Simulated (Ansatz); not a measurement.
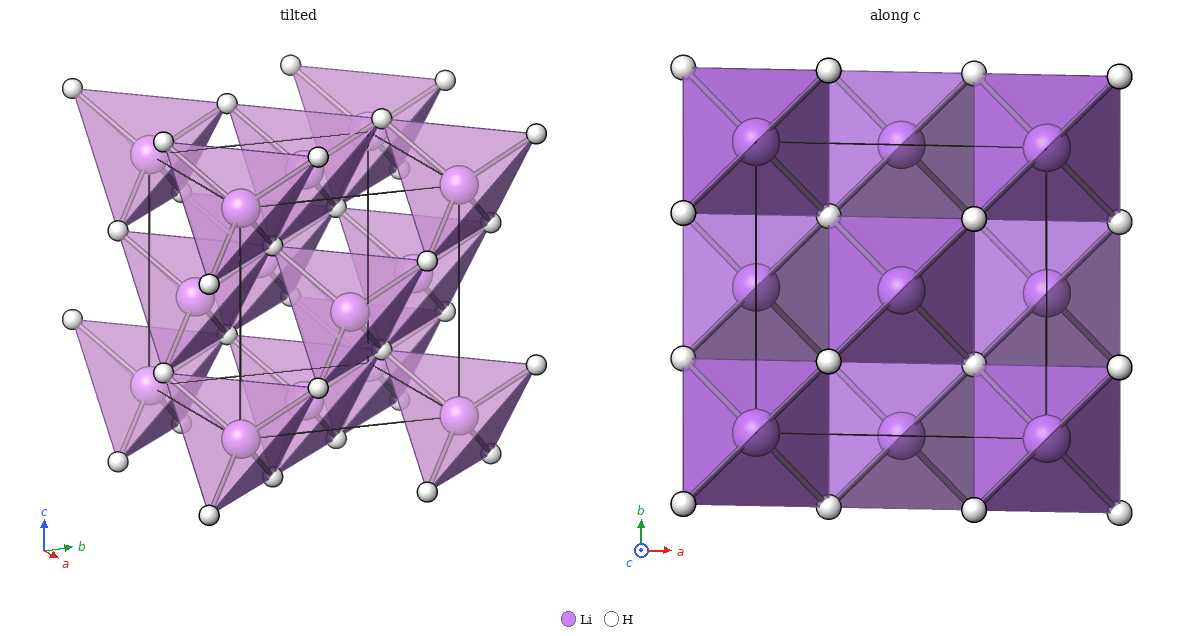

This polyhedral model is shown slightly off an axis and along the c axis. The wireframe shows the drawn cell (a repeat of the simulation cell). A few atoms beyond the faces are included.

LiH, a = 4.290 Å, b = 4.290 Å, c = 4.290 Å, α = 90.00°, β = 90.00°, γ = 91.17°. Strictly the space group is Imm2 (No. 44, within 0.01 Å). It is a distorted form of a face-centred cubic structure, space group F-43m (No. 216) within 0.25 Å: zinc blende (sphalerite type). Its origin is a structure type filled with these elements by a generator (whether the compound takes this form wasn't checked). The cell was then strained or its atoms displaced on purpose. A calculation with Ansatz used it as input.

This one geometry was computed with Ansatz (DFT, plane waves, PAW) at three levels of theory: PBE, HSE06 and r2SCAN. It was relaxed with r2SCAN and then strained.

**How does the band gap change with the level of theory?**

PBE: a gap of 4.16 eV, indirect; r2SCAN: a gap of 4.68 eV, indirect; HSE06: a gap of 5.21 eV, indirect.

**Collect the results in a table.**

| level | cutoff (eV) | k-mesh of the run's cell | gap (eV) | pressure (GPa) |
| --- | --- | --- | --- | --- |
| PBE | 420 | 10×10×10 | 4.16 | -0.1 |
| HSE06 | 420 | 8×8×8 | 5.21 | -0.3 |
| r2SCAN | 500 | 10×10×10 | 4.68 | 0.0 |

Gaps are taken on the k-mesh or band path of each run.
